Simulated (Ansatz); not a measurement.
# Geometry relaxation of TiSi₂ (part 1 of 2)

- system: TiSi₂ (Fddd, 6 atoms in the cell)
- method: DFT PBEsol, scalar-relativistic, plane waves, PAW, no spin polarisation (Ansatz 0.2.0)

The structure derives from an entry of the Crystallography Open Database. It belongs to a series of runs on one base structure; here: volume × 0.91, shape and atoms relaxed.

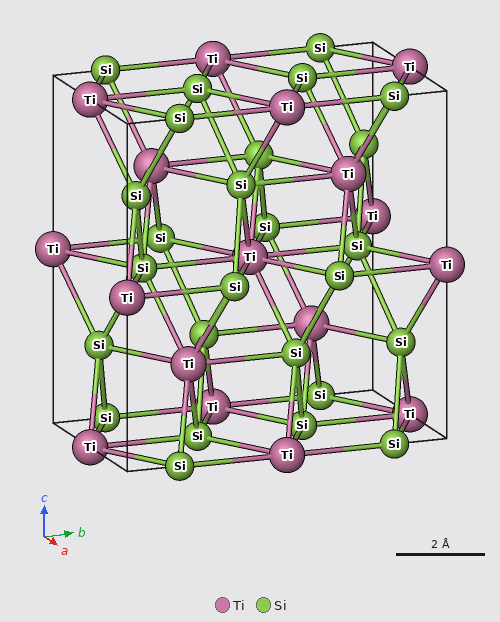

Fig. 1: The starting structure (ball-and-stick view of the cell 4 times as large as that of the calculation, set on its symmetry axes, seen slightly off an axis).

## Results in brief

| quantity | value |
| --- | --- |
| outcome | converged |
| space group (tolerance 0.01 Å) | Fddd (70) |
| electrons treated | 40 |
| free energy | −7437.4235 eV |
| Fermi energy | 14.182 eV |
| gap on the k-point mesh | none (metallic) |
| pressure | 17.42 GPa |
| final volume | 75.31 Å³ |
| largest force (length of the vector) at the end | 0.002 eV/Å |
| final cell | a = 5.719 Å, b = 4.741 Å, c = 4.567 Å, α = 75.80°, β = 53.47°, γ = 50.73° |
| hardware | 1 thread of Intel Xeon @ 2.50GHz (Skylake/Cascade Lake), 192 GiB of memory available, shared host |
| wall time | 2.3 min |
| peak memory | 0.63 GiB |

## Notes

The cell is under a pressure of 17.4 GPa at this level, so it is not at its equilibrium volume.

## Input
```yaml
crystal:
  lattice:
    - [0.0, 3.9500651579, 4.1346025358]
    - [2.3055036913, 0.0, 4.1346025358]
    - [2.3055036913, 3.9500651579, 0.0]
  atoms:
    - { symbol: Ti, position: [0.75, 0.75, 0.75] }
    - { symbol: Ti, position: [0.5, 0.5, 0.5] }
    - { symbol: Si, position: [0.0859010666, 0.4140989334, 0.0859010666] }
    - { symbol: Si, position: [0.4140989334, 0.0859010666, 0.4140989334] }
    - { symbol: Si, position: [0.1640989334, 0.8359010666, 0.1640989334] }
    - { symbol: Si, position: [0.8359010666, 0.1640989334, 0.8359010666] }
basis:
  ecutwfc: 420
kpoints:
  mp_grid: { grid: [10, 10, 10] }
hamiltonian:
  xc: pbesol
scf:
  occupations: { method: gaussian, width: 0.1 }
output:
  forces: true
  stress: true
  eigenvalues: true
relax:
  adjacent_minimum: "off"
  f_tol: 0.01
  max_steps: 30
  cell: { stress_tol: 0.1, fix: [volume] }
```

Launch command:
```bash
ansatz run input.yaml --threads 1 --pin off --max-ram 2560MiB --backend cpu --events-out ev --progress --plain --runs-dir out
```

## The program's output
```
Engine: ansatz 0.2.0, x86_64-unknown-linux-gnu
Pseudopotentials: kind: paw
Pseudopotential: Ti, paw, valence charge 12, recommended cutoff 420 eV (normal), Ti.paw.azcp
Pseudopotential: Si, paw, valence charge 4, recommended cutoff 420 eV (normal), Si.paw.azcp
Functional definition: PBEsol
  exchange = pbesol_x
  correlation = pbesol_c
Crystal: 6 atoms, lattice volume = 75.307 Å³
Basis set: ecut = 420 eV, 1483 PW (Γ), exchange–correlation on 80×64×64 points (8 copies of the dense FFT grid, shifted against one another)
Bands: 26, of which v1, the nominal top of the filled ones, is band 20 counted from 1 (19 counted from 0)
Symmetry: 8 space group operations
Space group: Fddd (ITA 70), of the structure as read, at distance tolerance 4.2e-5 Å
k-points: 171 of 1000
Non-local potential: Ti, projectors of the file, l = 0: 3, l = 1: 2, l = 2: 3, l = 3: 1
Non-local potential: Si, projectors of the file, l = 0: 2, l = 1: 2, l = 2: 2
PAW form: soft (Blöchl's): semilocal exchange-correlation on the pseudo side does not see the compensation charge
PAW frozen core: Ti, regenerated for the run's functional, and the local potential with it (the file was generated under x = pbe(κ = 0.804, μ = 0.2195149727645171), c = pbe(β = 0.06672455060314922))
PAW frozen core: Si, regenerated for the run's functional, and the local potential with it (the file was generated under x = pbe(κ = 0.804, μ = 0.2195149727645171), c = pbe(β = 0.06672455060314922))
PAW one-centre angular grid: Ti, 590 points (default); XC on 64 Gauss nodes
PAW one-centre angular grid: Si, 110 points (default); XC on 64 Gauss nodes
Initial density: superposition of atomic densities (neutral atoms: chi_scale 0, normalization atom), corrected by the library's trained network
Initial wavefunctions: pseudopotential atomic-orbital guess
Functional: x = pbesol(κ = 0.804, μ = 0.12345679012345678), c = pbesol(β = 0.046)
SCF iter   1: F=—  HF=-7437.429826 eV  |F-HF|=—  |Δ(HF+E_count)|=         —  Δρ=4.90e-3  dr2=2.61e-2  ethr=1.77e-3  ⟨swp⟩=6.1  Hψ=22370  notcnv=0  defer=3
preconditioner: auto → Kerker (q_TF=auto, 2.455 Å⁻¹)  [metal: Δε(μ)=0.013 eV  Ē_g=6.904 eV  σ=0.100 eV  W_gap=0.08  n_scr=16 (ndim 8)  ℏωp=21.0 eV  f_vac=0.000  D(μ)=1.97/eV (n_scr^D=12)]
SCF iter   2: F=—  HF=-7437.425030 eV  |F-HF|=—  |Δ(HF+E_count)|=   4.80e-3  Δρ=2.89e-3  dr2=8.94e-3  ethr=6.53e-5  ⟨swp⟩=1.0  Hψ=5814  notcnv=0  defer=5
SCF iter   3: F=—  HF=-7437.422648 eV  |F-HF|=—  |Δ(HF+E_count)|=   2.38e-3  Δρ=2.38e-4  dr2=4.54e-5  ethr=2.24e-5  ⟨swp⟩=2.0  Hψ=6143  notcnv=0  defer=5
SCF iter   4: F=—  HF=-7437.422638 eV  |F-HF|=—  |Δ(HF+E_count)|=   9.92e-6  Δρ=9.48e-5  dr2=7.01e-6  ethr=1.14e-7  ⟨swp⟩=2.4  Hψ=7091  notcnv=0  defer=5
SCF iter   5: F=—  HF=-7437.422637 eV  |F-HF|=—  |Δ(HF+E_count)|=   1.50e-6  Δρ=2.19e-5  dr2=2.30e-7  ethr=1.75e-8  ⟨swp⟩=2.9  Hψ=7677  notcnv=0  defer=5
SCF iter   6: F=-7437.422637 eV  HF=-7437.422637 eV  |F-HF|=9.40e-9  |Δ(HF+E_count)|=   2.72e-8  Δρ=3.89e-6  dr2=1.29e-8  ethr=2.50e-10  ⟨swp⟩=8.5  Hψ=18660  notcnv=0
SCF 1 converged in 6 iterations: F = -7437.422637 eV  dr2 = 1.29e-8
  greatest PAW one-centre occupation: 0.999 electrons in one spin orbital (limit 2), on the Ti atom at site 1 (counted from 0), in its partial waves of l = 0
relax step   1: F+E_penalty+E_count = -7437.42263692 eV  Δ(F+E_penalty+E_count) = +0.000e0 eV  max|allowed force component| = 1.716e-2 eV/Å  Δτ_max = 0.0000 Å  P = +17.533 GPa  Ω = 75.307 Å³  fix = [volume]  reactions: volume +17.533 GPa  (6 SCF iters, dr2 threshold 1.00e-7 eV, accepted)
Initial density: handed on by an earlier stage of this run
Initial wavefunctions: those handed on with the density
iter 1 solved again at ethr=4.04e-7 eV; its pass at ethr=3.10e-3 eV (dr2=1.62e-4 eV) is discarded
SCF iter   1: F=—  HF=-7437.423555 eV  |F-HF|=—  |Δ(HF+E_count)|=         —  Δρ=5.28e-4  dr2=1.95e-4  ethr=4.04e-7  ⟨swp⟩=2.0  Hψ=22166  notcnv=0
preconditioner: auto → Kerker (q_TF=auto, 2.455 Å⁻¹)  [metal: Δε(μ)=0.050 eV  Ē_g=6.912 eV  σ=0.100 eV  W_gap=0.27  n_scr=16 (ndim 8)  ℏωp=21.0 eV  f_vac=0.000  D(μ)=2.04/eV (n_scr^D=16)]
SCF iter   2: F=—  HF=-7437.423506 eV  |F-HF|=—  |Δ(HF+E_count)|=   4.94e-5  Δρ=2.88e-4  dr2=6.24e-5  ethr=4.04e-7  ⟨swp⟩=1.0  Hψ=4446  notcnv=0
SCF iter   3: F=—  HF=-7437.423481 eV  |F-HF|=—  |Δ(HF+E_count)|=   2.42e-5  Δρ=3.58e-5  dr2=8.69e-7  ethr=1.56e-7  ⟨swp⟩=2.5  Hψ=7256  notcnv=0
iter 4 did not close the SCF: its close was put off for the readings that it lacked (scf_convergence_deferred on its scf_iter line)
SCF iter   4: F=-7437.423481 eV  HF=-7437.423481 eV  |F-HF|=2.09e-8  |Δ(HF+E_count)|=   2.46e-7  Δρ=7.37e-6  dr2=2.87e-8  ethr=2.17e-9  ⟨swp⟩=2.4  Hψ=6789  notcnv=0
iter 5 did not close the SCF: its close was put off for the readings that it lacked (scf_convergence_deferred on its scf_iter line)
SCF iter   5: F=-7437.423481 eV  HF=-7437.423481 eV  |F-HF|=1.69e-10  |Δ(HF+E_count)|=   4.52e-9  Δρ=2.01e-6  dr2=1.34e-9  ethr=7.19e-11  ⟨swp⟩=2.1  Hψ=7221  notcnv=0
SCF iter   6: F=-7437.423481 eV  HF=-7437.423481 eV  |F-HF|=2.36e-11  |Δ(HF+E_count)|=  2.18e-11  Δρ=2.53e-7  dr2=3.71e-11  ethr=3.36e-12  ⟨swp⟩=1.0  Hψ=12847  notcnv=0
SCF 2 converged in 6 iterations: F = -7437.423481 eV  dr2 = 3.71e-11
relax step   2: F+E_penalty+E_count = -7437.42348110 eV  Δ(F+E_penalty+E_count) = -8.442e-4 eV  max|allowed force component| = 2.591e-3 eV/Å  Δτ_max = 0.0010 Å  P = +17.408 GPa  Ω = 75.307 Å³  energy of the carried Pulay correction = -2.561e-18 eV  fix = [volume]  reactions: volume +17.408 GPa  (6 SCF iters, dr2 threshold 6.00e-7 eV, accepted)
iter 1 solved again at ethr=5.73e-9 eV; its pass at ethr=3.10e-3 eV (dr2=2.29e-6 eV) is discarded
SCF iter   1: F=—  HF=-7437.423502 eV  |F-HF|=—  |Δ(HF+E_count)|=         —  Δρ=6.30e-5  dr2=2.83e-6  ethr=5.73e-9  ⟨swp⟩=2.1  Hψ=21881  notcnv=0
preconditioner: auto → Kerker (q_TF=auto, 2.455 Å⁻¹)  [metal: Δε(μ)=0.053 eV  Ē_g=6.913 eV  σ=0.100 eV  W_gap=0.29  n_scr=16 (ndim 8)  ℏωp=21.0 eV  f_vac=0.000  D(μ)=2.03/eV (n_scr^D=16)]
SCF iter   2: F=—  HF=-7437.423504 eV  |F-HF|=—  |Δ(HF+E_count)|=   2.89e-6  Δρ=3.48e-5  dr2=9.25e-7  ethr=5.73e-9  ⟨swp⟩=1.0  Hψ=4449  notcnv=0
iter 3 did not close the SCF: its close was put off for the readings that it lacked (scf_convergence_deferred on its scf_iter line)
SCF iter   3: F=-7437.423504 eV  HF=-7437.423504 eV  |F-HF|=4.79e-9  |Δ(HF+E_count)|=   3.47e-7  Δρ=4.18e-6  dr2=1.13e-8  ethr=2.31e-9  ⟨swp⟩=2.6  Hψ=6811  notcnv=0
iter 4 did not close the SCF: its close was put off for the readings that it lacked (scf_convergence_deferred on its scf_iter line)
SCF iter   4: F=-7437.423504 eV  HF=-7437.423504 eV  |F-HF|=3.00e-10  |Δ(HF+E_count)|=   3.16e-9  Δρ=9.00e-7  dr2=4.41e-10  ethr=2.82e-11  ⟨swp⟩=2.5  Hψ=6856  notcnv=0
iter 5 did not close the SCF: its close was put off for the readings that it lacked (scf_convergence_deferred on its scf_iter line)
SCF iter   5: F=-7437.423504 eV  HF=-7437.423504 eV  |F-HF|=2.73e-12  |Δ(HF+E_count)|=  5.73e-11  Δρ=2.45e-7  dr2=2.30e-11  ethr=1.10e-12  ⟨swp⟩=2.7  Hψ=7740  notcnv=0
SCF iter   6: F=-7437.423504 eV  HF=-7437.423504 eV  |F-HF|=2.73e-12  |Δ(HF+E_count)|=  1.82e-12  Δρ=3.13e-8  dr2=5.89e-13  ethr=1.00e-12  ⟨swp⟩=1.0  Hψ=9576  notcnv=0
SCF 3 converged in 6 iterations: F = -7437.423504 eV  dr2 = 5.89e-13
relax step   3: F+E_penalty+E_count = -7437.42350410 eV  Δ(F+E_penalty+E_count) = -2.300e-5 eV  max|allowed force component| = 1.593e-3 eV/Å  Δτ_max = 0.0001 Å  P = +17.419 GPa  Ω = 75.307 Å³  energy of the carried Pulay correction = +5.122e-18 eV  fix = [volume]  reactions: volume +17.419 GPa  (6 SCF iters, dr2 threshold 6.84e-8 eV, accepted)
Initial wavefunctions: pseudopotential atomic-orbital guess (no wavefunctions were taken with the density)
iter 1 solved again at ethr=5.90e-8 eV; its pass at ethr=3.10e-3 eV (dr2=2.36e-5 eV) is discarded
SCF iter   1: F=—  HF=-7437.423501 eV  |F-HF|=—  |Δ(HF+E_count)|=         —  Δρ=2.10e-6  dr2=2.74e-10  ethr=5.90e-8  ⟨swp⟩=3.0  Hψ=32779  notcnv=0
eigensolver tolerance schedule: the retry pair's looser diagonalisation over-reported the residual by 86222.97 of it (diagonalisation noise at an unbounded share of the residual, at the tolerance the schedule requests for it); recorded, not acted on — ethr = c·dr2/N_el stays at c = 1.0e-1
SCF iter   2: F=—  HF=-7437.423506 eV  |F-HF|=—  |Δ(HF+E_count)|=   4.21e-6  Δρ=1.09e-6  dr2=7.10e-11  ethr=1.00e-12  ⟨swp⟩=3.0  Hψ=9458  notcnv=0
iter 3 did not close the SCF: its close was put off for the readings that it lacked (scf_convergence_deferred on its scf_iter line)
SCF iter   3: F=-7437.423506 eV  HF=-7437.423506 eV  |F-HF|=0.00e0  |Δ(HF+E_count)|=  2.57e-10  Δρ=1.40e-7  dr2=5.45e-12  ethr=1.00e-12  ⟨swp⟩=1.0  Hψ=4446  notcnv=0
iter 4 did not close the SCF: its close was put off for the readings that it lacked (scf_convergence_deferred on its scf_iter line)
SCF iter   4: F=-7437.423506 eV  HF=-7437.423506 eV  |F-HF|=9.09e-13  |Δ(HF+E_count)|=  2.73e-12  Δρ=2.89e-8  dr2=2.62e-13  ethr=1.00e-12  ⟨swp⟩=1.0  Hψ=4446  notcnv=0
iter 5 did not close the SCF: its close was put off for the readings that it lacked (scf_convergence_deferred on its scf_iter line)
SCF iter   5: F=-7437.423506 eV  HF=-7437.423506 eV  |F-HF|=9.09e-13  |Δ(HF+E_count)|=  9.09e-13  Δρ=1.43e-8  dr2=7.78e-14  ethr=1.00e-12  ⟨swp⟩=1.0  Hψ=4446  notcnv=0
iter 6 did not close the SCF: its close was put off for the readings that it lacked (scf_convergence_deferred on its scf_iter line)
SCF iter   6: F=-7437.423506 eV  HF=-7437.423506 eV  |F-HF|=1.82e-12  |Δ(HF+E_count)|=  1.82e-12  Δρ=2.26e-9  dr2=3.78e-15  ethr=1.00e-12  ⟨swp⟩=1.0  Hψ=4446  notcnv=0
SCF iter   7: F=-7437.423506 eV  HF=-7437.423506 eV  |F-HF|=2.73e-12  |Δ(HF+E_count)|=  2.73e-12  Δρ=8.47e-10  dr2=3.27e-16  ethr=1.00e-12  ⟨swp⟩=1.0  Hψ=9657  notcnv=0
SCF 4 converged in 7 iterations: F = -7437.423506 eV  dr2 = 3.27e-16
relax step   4: F+E_penalty+E_count = -7437.42350566 eV  Δ(F+E_penalty+E_count) = -1.566e-6 eV  max|allowed force component| = 1.586e-3 eV/Å  Δτ_max = 0.0000 Å  P = +17.419 GPa  Ω = 75.307 Å³  fix = [volume]  reactions: volume +17.419 GPa  stress off target by 2.39e-2 GPa on what of the cell is left free  SCF on the basis re-selected at this cell (its energy is not comparable with the rows above)  (7 SCF iters)
```
